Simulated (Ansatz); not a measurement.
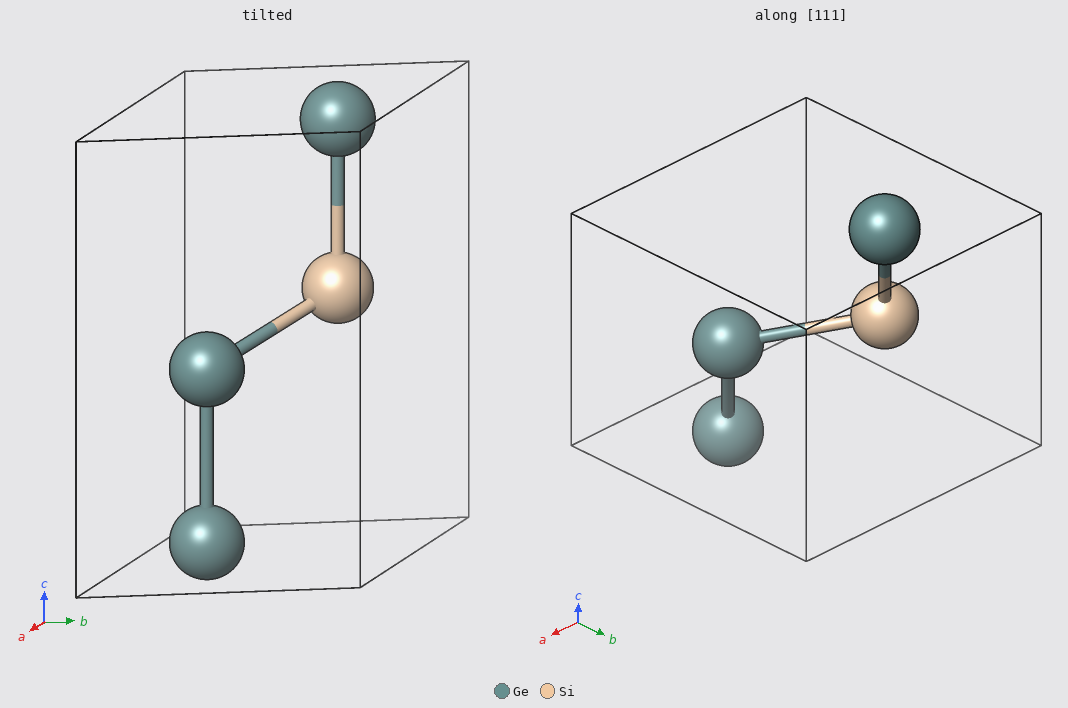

Ball-and-stick representation of a periodic structure, projected slightly off an axis and along [111]. One conventional unit cell is framed, with atoms on its boundary repeated.

The material is SiGe3. The symmetry is that of P3m1 (No. 156), on a primitive hexagonal lattice. Atoms per cell: 4 (1 Si, 3 Ge). By contacts within bonding range, the coordination numbers are Si 4 and Ge 4.

Provenance: a structure listed in the Materials Project, with elements exchanged, so it need not be a known form of the compound. The picture shows the end point of a geometry optimisation with DFT PBE, scalar-relativistic, plane waves, PAW in Ansatz 0.2.0.
